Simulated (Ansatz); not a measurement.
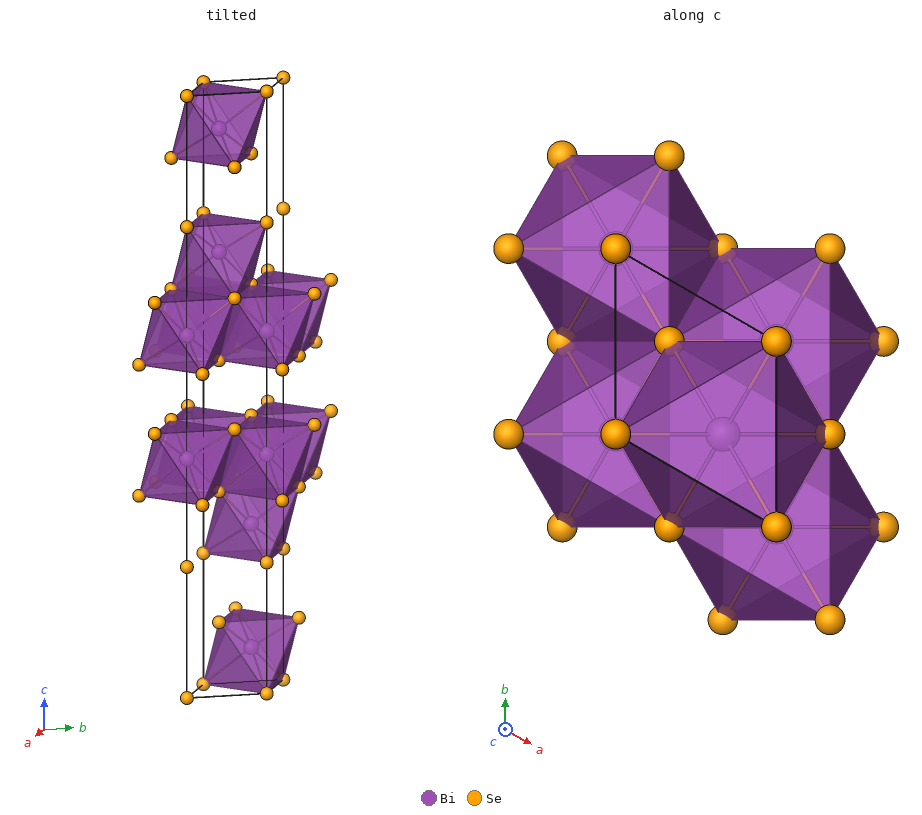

A polyhedral rendering, viewed slightly off an axis and along the c axis. The lines enclose the conventional unit cell; boundary atoms appear with their images. Some atoms of the next cells are drawn as well.

Bi2Se3, space group R-3m (No. 166), a = 4.16 Å, b = 4.16 Å, c = 30.17 Å, α = 90.00°, β = 90.00°, γ = 120.00°.

Electronic-structure method: Ansatz 0.2.0, DFT r2SCAN, scalar-relativistic, plane waves, PAW. Parameters: 500 eV cutoff, k-points about 0.15 Å⁻¹ apart, Gaussian smearing of 0.02 eV, no spin polarisation.

**What is the electronic character?**

A semiconductor at this level, with a gap of 0.82 eV.

**Which way would the volume go on relaxing?**

The computed pressure is 0.0 GPa, close to zero.

Starting structure: a structure listed in the Materials Project. Earlier steps of the study may have refined or changed the cell and positions. Ansatz was used for an electronic-structure calculation on it.
